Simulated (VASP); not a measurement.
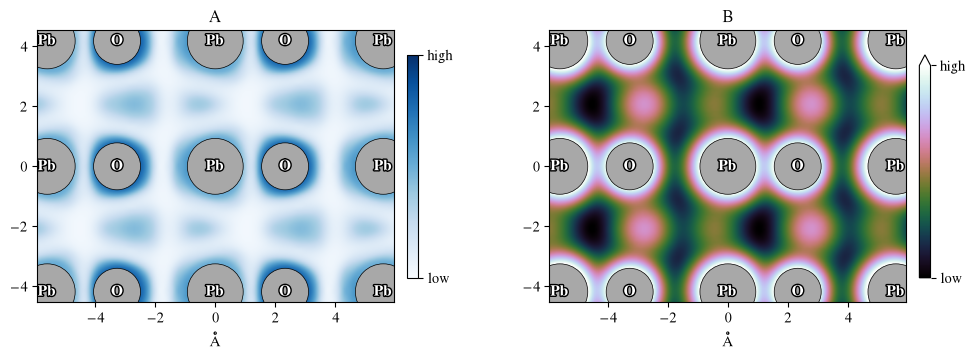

PbO: 2 fields on the (11̄0) plane of the conventional cell, with unlabelled colour scales. Grey discs cover the atomic cores.

Space group P6₃mc; a generated structure, not necessarily the stable one; changed on purpose from its base cell (hydrostatic strain -0.3%).

These are results of VASP 6.6.1, Kohn-Sham DFT of a periodic cell, r2SCAN, VASP PAW PBE potentials, recommended, not measurements.

**Which field does each panel show? The fields are: electron localisation function and valence pseudo-density.**

Panel A: electron localisation function. Panel B: valence pseudo-density. From the grid: Pb–O (2.33 Å): ρ at the midpoint is about 0.45 e/Å³; the ELF peaks at about 0.85 in the valence shell of O, 0.6 Å from its nucleus, and drops to about 0.20 between the two atoms.
